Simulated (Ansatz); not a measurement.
Band-structure calculation of BN

BN (F-43m, 2 atoms in the cell), computed with DFT, LDA, PAW with Ansatz's default frozen-core files, scalar-relativistic, no spin polarisation (Ansatz 0.2.0).

The structure derives from an entry of the Crystallography Open Database. It belongs to a series of runs on one base structure; here: PAW files in place of LAPW. Figures and captions count atoms from 1; the log counts them from 0 in places.

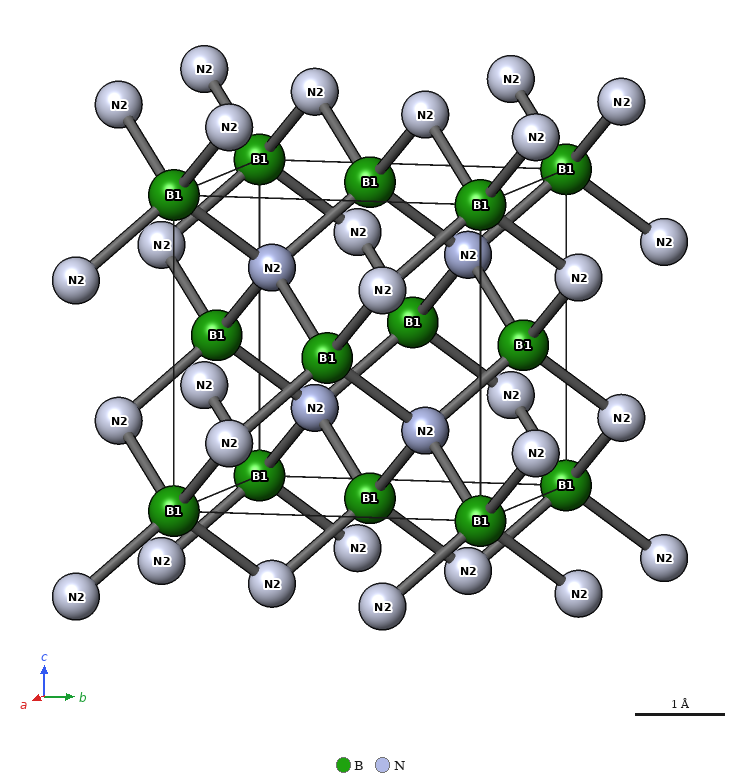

Figure 1. The structure as given in the input (ball-and-stick view of the cell 4 times as large as that of the calculation, set on its symmetry axes, seen slightly off an axis; neighbours outside the cell are drawn fainter; atoms are numbered from 1 in the order of the input). Near neighbours in the crystal (not all of them lie inside the picture): B has 4 N at 1.57 Å; N has 4 B at 1.57 Å.

The input
```yaml
crystal:
  lattice:
    - [0.0, 1.8075, 1.8075]
    - [1.8075, 0.0, 1.8075]
    - [1.8075, 1.8075, 0.0]
  atoms:
    - { symbol: B, position: [0.0, 0.0, 0.0] }
    - { symbol: "N", position: [0.75, 0.75, 0.75] }
kpoints:
  mp_grid: { grid: [11, 11, 11] }
  band_path:
    path:
      - [0.0, 0.0, 0.0]
      - [-0.5, -0.5, 0.0]
      - [-0.375, -0.375, 0.25]
      - [-0.375, 0.0, 0.375]
      - [0.0, 0.0, 0.0]
      - [0.0, 0.0, 0.5]
      - [-0.5, -0.25, 0.25]
      - [-0.5, -0.5, 0.0]
    npoints: 14
scf:
  occupations: { method: fermi_dirac, width: 0.02 }
hamiltonian:
  xc: lda
  pseudopotentials: { kind: paw }
output:
  forces: true
  stress: true
  eigenvalues: true
  efg: { contact_densities: true }
  populations: true
  bader: true
  dos: { projected: true, de: 0.2, e_range: [-14, 8] }
  write_density: true
  write_potential: true
  elf: true
  volumetric_format: npy
```

Machine: 1 thread of Intel Xeon (Sapphire Rapids), 64 GiB of memory available, shared host.

Launched with:
```bash
ansatz run input.yaml --threads 1 --pin off --max-ram 3072MiB --backend cpu --events-out ev --progress --plain --runs-dir out
```

Output
```
Engine: ansatz 0.2.0, x86_64-unknown-linux-gnu
Pseudopotentials: kind: paw
Pseudopotential: B, paw, valence charge 3, recommended cutoff 420 eV (normal), B.paw.azcp
Pseudopotential: N, paw, valence charge 5, recommended cutoff 420 eV (normal), N.paw.azcp
Functional definition: SPW92
  exchange = slater_x
  correlation = pw_c
Crystal: 2 atoms, lattice volume = 11.810 Å³
Basis set: ecut = 420 eV, 259 PW (Γ)
Bands: 8, of which v1, the nominal top of the filled ones, is band 4 counted from 1 (3 counted from 0)
Symmetry: 24 space group operations
Space group: F-43m (ITA 216), of the structure as read, at distance tolerance 2.3e-5 Å
k-points: 56 of 1331 (time reversal used)
Non-local potential: B, projectors of the file, l = 0: 2, l = 1: 2, l = 2: 1
Non-local potential: N, projectors of the file, l = 0: 2, l = 1: 2, l = 2: 1
PAW form: soft (Blöchl's): semilocal exchange-correlation on the pseudo side does not see the compensation charge
PAW frozen core: B, regenerated for the run's functional, and the local potential with it (the file was generated under x = pbe(κ = 0.804, μ = 0.2195149727645171), c = pbe(β = 0.06672455060314922))
PAW frozen core: N, regenerated for the run's functional, and the local potential with it (the file was generated under x = pbe(κ = 0.804, μ = 0.2195149727645171), c = pbe(β = 0.06672455060314922))
PAW one-centre angular grid: B, 110 points (default); XC on 64 Gauss nodes
PAW one-centre angular grid: N, 110 points (default); XC on 64 Gauss nodes
Initial density: superposition of atomic densities (neutral atoms: chi_scale 0, normalization atom), corrected by the library's trained network
Initial wavefunctions: pseudopotential atomic-orbital guess
Functional: x = slater, c = lda
SCF iter   1: F=—  HF=-526.458334 eV  |F-HF|=—  |Δ(HF+E_count)|=         —  Δρ=7.35e-3  dr2=4.65e-3  ethr=1.77e-3  ⟨swp⟩=4.6  Hψ=2860  notcnv=0
preconditioner: auto → none  [insulator: Δε(μ)=4.409 eV  Ē_g=19.816 eV  σ=0.020 eV  W_gap=1.00  n_scr=0 (ndim 8)  ℏωp=30.6 eV  f_vac=0.000  D(μ)=0.00/eV (n_scr^D=0)  ε∞_Penn≈3.4]
SCF iter   2: F=—  HF=-526.457066 eV  |F-HF|=—  |Δ(HF+E_count)|=   1.27e-3  Δρ=3.21e-3  dr2=4.46e-4  ethr=5.82e-5  ⟨swp⟩=2.2  Hψ=1145  notcnv=0
SCF iter   3: F=—  HF=-526.456928 eV  |F-HF|=—  |Δ(HF+E_count)|=   1.38e-4  Δρ=1.35e-3  dr2=7.37e-5  ethr=5.57e-6  ⟨swp⟩=2.8  Hψ=761  notcnv=0
SCF iter   4: F=—  HF=-526.456906 eV  |F-HF|=—  |Δ(HF+E_count)|=   2.16e-5  Δρ=3.78e-4  dr2=5.82e-6  ethr=9.22e-7  ⟨swp⟩=1.0  Hψ=448  notcnv=0
SCF iter   5: F=—  HF=-526.456904 eV  |F-HF|=—  |Δ(HF+E_count)|=   1.64e-6  Δρ=4.96e-5  dr2=1.08e-7  ethr=7.28e-8  ⟨swp⟩=1.0  Hψ=450  notcnv=0
SCF iter   6: F=-526.456904 eV  HF=-526.456904 eV  |F-HF|=2.61e-11  |Δ(HF+E_count)|=   1.07e-8  Δρ=2.88e-6  dr2=3.42e-10  ethr=1.25e-9  ⟨swp⟩=7.2  Hψ=2114  notcnv=0
SCF 1 converged in 6 iterations: F = -526.456904 eV  dr2 = 3.42e-10
  greatest PAW one-centre occupation: 0.780 electrons in one spin orbital (limit 2), on the N atom at site 1 (counted from 0), in its partial waves of l = 0
```

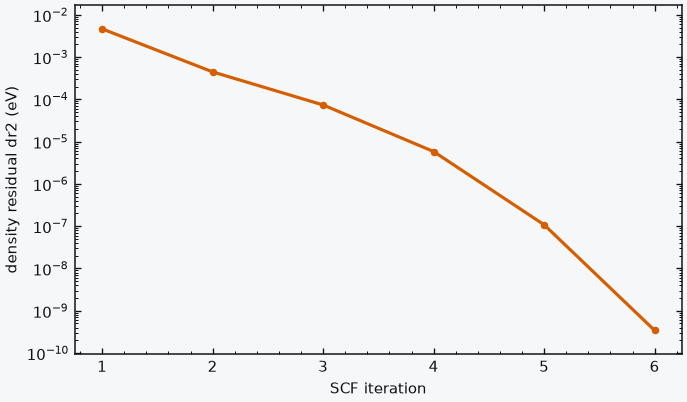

Figure 2. Convergence of the self-consistent field: density residual dr2 against the SCF iteration. The residual falls at every step.

```
NSCF: frozen V_eff on 99 k-points
SCF converged after 6 iterations
Free energy (F): -526.456904 eV
Harris-Foulkes:  -526.456904 eV  (|F-HF|=2.61e-11)
Internal energy: -526.456904 eV  (E = F + TS)
E sigma→0 (E₀):  -526.456904 eV
Fermi energy:    13.148045 eV
--- Per-component energies (eV) ---
  E_band       = 24.804281
  E_kinetic    = 185.142150
  E_local      = -176.546489  (includes V_loc(G=0)·N_el)
  E_nonlocal   = 58.498042
  E_hartree    = 48.600780
  E_xc         = -92.553823
  E_vxc        = -115.539070  (∫ρ·V_xc dr)
  E_paw        = -191.338892  (= ΣΔE_a)
  E_vpaw       = -23.952135  (= ΣTr[D̂ρ^β])
  E_aug_tail   = 0.000099  (compensation charges beyond the density's cutoff)
  E_ewald      = -358.384650
  E_core_change = 0.125878  (= ΣΔE_core)
  E_smearing   = -0.000000  (= −TS)
  E_closure    = -0.000000  (closes the sum)
  Σ components = -526.456904   (vs F -526.456904, Δ=0.00e0)
--- Forces (eV/Å), atoms counted from 1 ---
  atom   1  B     -0.00000000     0.00000000    -0.00000000
  atom   2  N      0.00000000     0.00000000     0.00000000
  max |Σ_I F_I| component: 6.48e-16 eV/Å
--- Stress (GPa, compression-positive) ---
      -10.965502      -0.000000      -0.000000
       -0.000000     -10.965502       0.000000
       -0.000000       0.000000     -10.965502
  P = ⅓ Tr σ = -10.9655 GPa (-109.655 kbar)
--- PAW observables at the nuclei: V_zz in 10²¹ V/m², potentials from the cell's mean, atoms counted from 1 ---
  atom   1  B  V_zz =    -0.000000   η = 0.0000   by run symmetry: forbidden
            electrostatic potential = -327.743094 V   contact ρ = 475.125856 e/Å³
  atom   2  N  V_zz =    -0.000000   η = 0.0000   by run symmetry: forbidden
            electrostatic potential = -517.766318 V   contact ρ = 1387.454175 e/Å³
--- Band table (eV; the first three rows and the last of 56) ---
  k-point 0: bands = ["-9.1515", "10.9225", "10.9225", "10.9225", "19.6195", "19.6195", "19.6195", "21.3340"]
  k-point 1: bands = ["-8.9496", "9.8640", "10.7091", "10.7091", "19.8787", "19.9413", "19.9413", "21.9669"]
  k-point 2: bands = ["-8.3526", "7.4960", "10.2071", "10.2071", "20.2693", "20.6516", "20.6516", "23.3797"]
  k-point 55: bands = ["-3.2468", "3.2192", "3.5640", "5.1615", "20.0633", "23.8919", "25.3170", "26.1710"]
--- Löwdin populations: 2 sites ---
  site symbol       q [e]
     0      B      2.7110
     1      N      5.2617
  spilling = 0.003402 (of n_electrons = 8.000000)
--- Bader charges: 2 sites ---
  site symbol  charge [e]  shift [e]
     0      B      2.1296     0.0001
     1      N     -2.1296     0.0001
  estimated error of the sums over rays = 4.4e-4 e
```

File populations.tsv
```
# site	symbol	l	j	q
# orbitals = lowdin
# n_electrons = 8.000000
# spilling = 0.003402
0	B	0_2S	-	0.640963
0	B	1_2P	-	2.070075
1	N	0_2S	-	1.164066
1	N	1_2P	-	4.097683
```

File rho_z.tsv
```
# z_ang	rho[e/angstrom^3]
# format = ansatz-planar-average/11
# lattice	0.000000000	1.807500000	1.807500000
# lattice	1.807500000	0.000000000	1.807500000
# lattice	1.807500000	1.807500000	0.000000000
# sites	2
# site	5	0.000000000	0.000000000	0.000000000
# site	7	2.711250000	2.711250000	2.711250000
0.000000	7.252231e-1
0.142011	5.770861e-1
0.284021	4.670008e-1
0.426032	3.924591e-1
0.568042	3.465002e-1
0.710053	3.248869e-1
0.852064	3.282654e-1
0.994074	3.607301e-1
1.136085	4.266022e-1
1.278096	5.300445e-1
1.420106	6.675286e-1
1.562117	8.181200e-1
1.704127	9.559576e-1
1.846138	1.066317e0
1.988149	1.133709e0
2.130159	1.131745e0
2.272170	1.045531e0
2.414180	8.949283e-1
```

File v_z.tsv
```
# z_ang	v_es[eV]	v_tot[eV]
# format = ansatz-planar-average/11
# xc	lda
# density_cutoff_ev	1680
# datasets	B=:simpson_from_first_knot:soft:shift=-760788	N=:simpson_from_first_knot:soft:shift=-528844
# lattice	0.000000000	1.807500000	1.807500000
# lattice	1.807500000	0.000000000	1.807500000
# lattice	1.807500000	1.807500000	0.000000000
# sites	2
# site	5	0.000000000	0.000000000	0.000000000
# site	7	2.711250000	2.711250000	2.711250000
0.000000	-4.073329e0	-1.825421e1
0.142011	-1.634236e0	-1.498155e1
0.284021	9.969816e-1	-1.146684e1
0.426032	3.734850e0	-7.951000e0
0.568042	6.596026e0	-4.515169e0
0.710053	9.091966e0	-1.682399e0
0.852064	1.072734e1	3.230328e-2
0.994074	1.129446e1	4.016203e-1
1.136085	1.059232e1	-7.596286e-1
1.278096	8.670197e0	-3.330754e0
1.420106	5.867768e0	-6.870333e0
1.562117	2.751293e0	-1.072033e1
1.704127	-2.785982e-1	-1.441535e1
1.846138	-3.054735e0	-1.773950e1
1.988149	-5.333977e0	-2.040490e1
2.130159	-6.726864e0	-2.197770e1
2.272170	-6.934152e0	-2.211247e1
2.414180	-5.962590e0	-2.078101e1
```

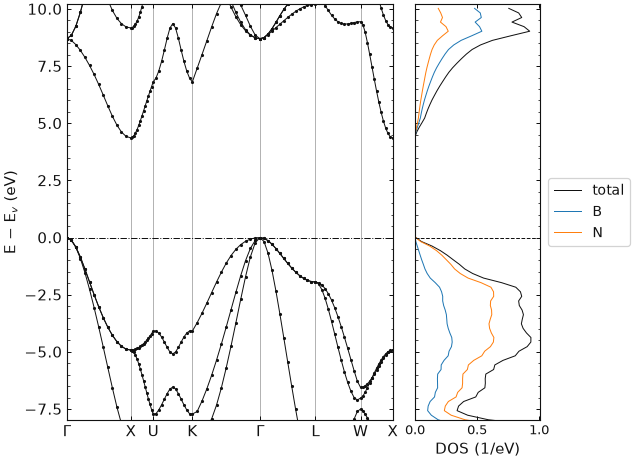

Figure 3. Band structure along Γ–X–U–K–Γ–L–W–X and density of states (projected on Löwdin-orthogonalised atomic shells), with energies from the valence-band top. There is a gap of 4.36 eV on this path, indirect, from Γ to X.

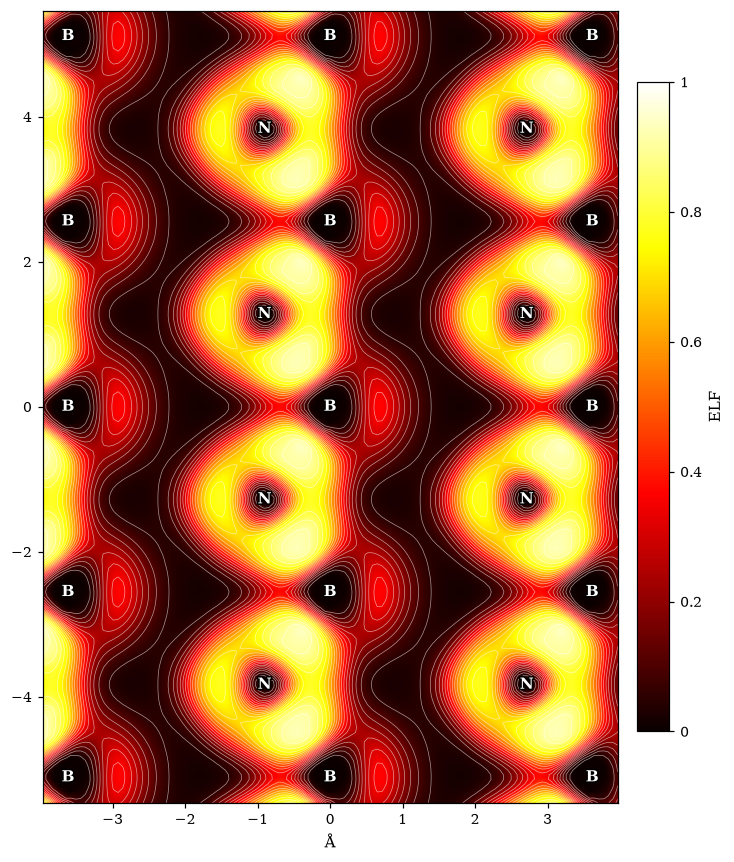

Figure 4. ELF on the (110) plane of the conventional cell. The section cuts through B and N sites. B–N (1.57 Å): the ELF peaks at about 0.95 between the atoms (a shared but strongly polarised pair). In a PAW calculation such maps are meaningful between the atoms, not at the nuclei.

Summary

- outcome: converged
- space group (tolerance 0.01 Å): F-43m (216)
- electrons treated: 8
- free energy: −526.4569 eV
- Fermi energy: 13.148 eV
- gap on the k-point mesh: 4.46 eV
- pressure: −10.97 GPa
- field gradient V_zz (10²¹ V/m²): zero at all sites
- largest force (length of the vector): under 0.001 eV/Å
- wall time: 17 s
- peak memory: 0.34 GiB

Remarks

The cell is under a tension of 11.0 GPa at this level, so it is not at its equilibrium volume.
